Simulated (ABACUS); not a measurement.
**Energy of GaP along an even scaling of the cell**

System: GaP (2 atoms in the cell).
Method: Kohn-Sham DFT of a periodic cell, PBE, PseudoDojo NC SR 0.4.1 PBE standard, no spin polarisation (ABACUS 3.10.1).

The 7 runs differ only in the geometry, by an even scaling of the cell at fixed fractional positions. The structure derives from an entry of the Crystallography Open Database.

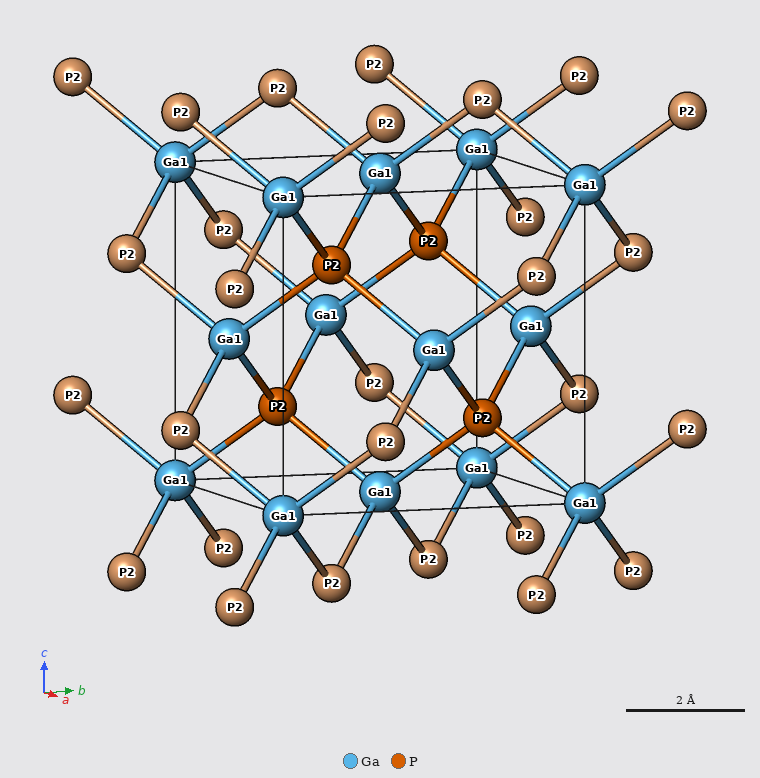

Figure 1. The structure of run 4 (ball-and-stick view of the cell 4 times as large as that of the calculation, set on its symmetry axes, seen slightly off an axis; neighbours outside the cell are drawn fainter; atoms are numbered from 1 in the order of the input).

**Input file of run 4**
```
INPUT_PARAMETERS
suffix              GaP
calculation         scf
basis_type          lcao
pseudo_dir          ./
orbital_dir         ./
symmetry            1
dft_functional      pbe
ecutwfc             100
pseudo_rcut         10
nspin               1
nbands              13
ks_solver           genelpa
smearing_method     fd
smearing_sigma      0.00367493
scf_thr             1e-07
scf_nmax            100
mixing_type         broyden
mixing_beta         0.7
cal_force           1
cal_stress          1
out_mul             1
```

**File STRU of run 4**
```
ATOMIC_SPECIES
Ga 69.7230 Ga.upf
P 30.9738 P.upf

NUMERICAL_ORBITAL
Ga_confined-atom_8au_3s3p3d1f.orb
P_confined-atom_7au_3s3p2d1f.orb

LATTICE_CONSTANT
1.8897261246

LATTICE_VECTORS
0.0000000000 2.7252500000 2.7252500000
2.7252500000 0.0000000000 2.7252500000
2.7252500000 2.7252500000 0.0000000000

ATOMIC_POSITIONS
Direct

Ga
0.0
1
0.0000000000 0.0000000000 0.0000000000 1 1 1

P
0.0
1
0.7500000000 0.7500000000 0.7500000000 1 1 1
```

**File KPT of run 4**
```
K_POINTS
0
Gamma
8 8 8 0 0 0
```

Command:
```bash
OMP_NUM_THREADS=1 mpirun -np 4 abacus > log
```

Run 6 differs from it as follows:
```diff
-0.0000000000 2.7252500000 2.7252500000
-2.7252500000 0.0000000000 2.7252500000
-2.7252500000 2.7252500000 0.0000000000
+0.0000000000 2.7611126653 2.7611126653
+2.7611126653 0.0000000000 2.7611126653
+2.7611126653 2.7611126653 0.0000000000
```

**Results, with one run withheld**

```csv
run,volume per atom (Å³),"free energy per atom, from the lowest run given (meV)",pressure (GPa),gap on the mesh (eV)
1,19.026,50.38,9.28,1.53
2,19.431,30.02,6.94,1.58
3,19.836,15.17,4.85,1.61
4,20.240,5.31,2.96,1.65
5,20.645,0.00,1.27,1.61
6,21.050,?,?,?
7,21.455,1.11,−1.62,1.43
```

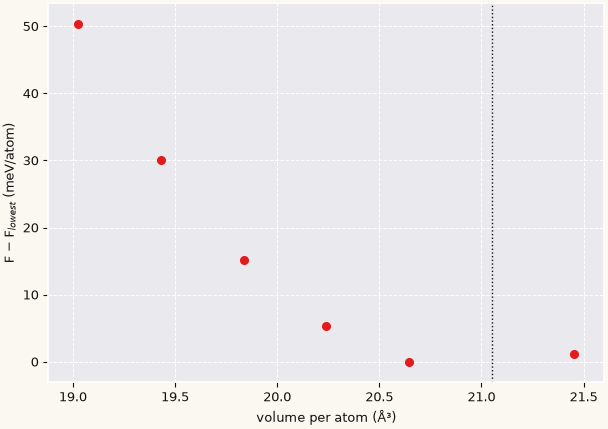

Figure 2. Free energy per atom of the runs given; the dotted line marks run 6.

What should run 6 give?

A cubic polynomial in V^(−2/3) (the Birch–Murnaghan form), fitted to the 6 runs given, misses them by at most 0.02 meV per atom. With x = V^(−2/3) − 0.13536 Å⁻², it reads F = 8.6654 + 5135.6 x + 6.6051e+05 x² + 5.2728e+05 x³ (meV per atom). At run 6 it gives −1.30 meV per atom, and the run itself gives −1.22. The slope of the fit gives a pressure −dF/dV of −0.25 GPa there, and the run prints −0.25 GPa. The fit has its minimum at 20.982 Å³ per atom, where V d²F/dV² gives 76.7 GPa: the bulk modulus at this level, since symmetry fixes the shape and the positions. The gap on the mesh lies between 1.43 eV (run 7) and 1.65 eV (run 4); run 6 has 1.55 eV. These are gaps of this functional on this mesh, which can miss the band edges; they aren't the measured gap.

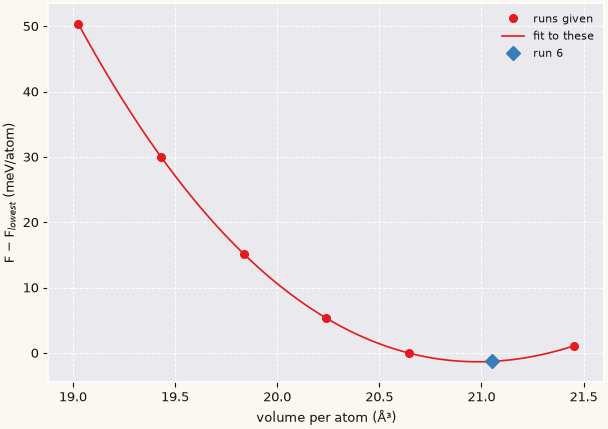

Figure 3. The fit and the withheld run.

**Some lines of the output (run 6)**
```
[...]
 E_Fermi        0.5453498896         7.4198659024
 E_Fermi        0.5762261598         7.8399591104
 E_Fermi        0.5751285721         7.8250256629
 E_Fermi        0.5785062888         7.8709818563
 E_Fermi        0.5788122859         7.8751451604
 E_Fermi        0.5789109588         7.8764876747
 E_Fermi        0.5789305457         7.8767541675
 E_Fermi        0.5789315253         7.8767674965
 E_KS(sigma->0) -166.8540178908      -2270.1653775091
 E_Fermi        0.5789313060         7.8767645116
 final etot is -2270.1653775 eV
 EFERMI = 7.8767645116 eV
 TOTAL-PRESSURE: -2.537091 KBAR
 !FINAL_ETOT_IS -2270.1653775116687939 eV
```

Notes: Points of doubt noted for this run: home made orbitals.
